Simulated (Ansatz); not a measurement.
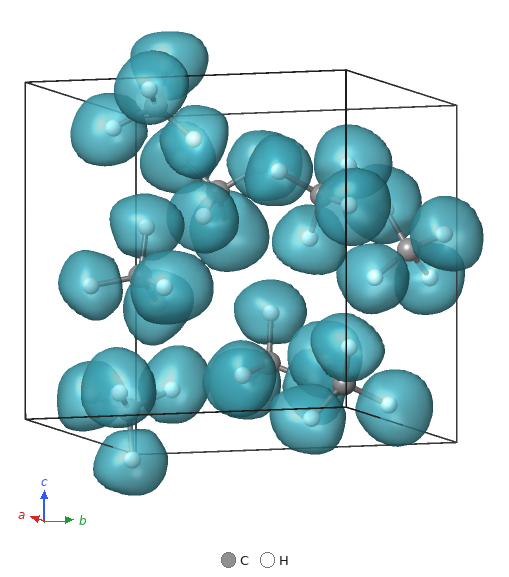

The picture shows: H4C (amorphous cell). Isosurface of the ELF at 0.75 (cyan), seen at an oblique angle. Only the valence region is drawn (cores and ρ < 0.01 e/Å³ removed). Sticks mark near contacts.

Method: Ansatz, DFT PBEsol, scalar-relativistic, plane waves, PAW.

In a PAW calculation such maps are meaningful between the atoms, not at the nuclei.

What do the ELF domains correspond to?

Answer. The ELF exceeds this value in 32 regions around hydrogen nuclei, counted in one cell of 40 atoms. Any copies at cell faces, edges or corners count once.

Values along the shortest contacts:
C–H (1.09 Å): the ELF climbs to about 1 towards the hydrogen, as it does in any bond to H (an ordinary covalent bond to hydrogen).
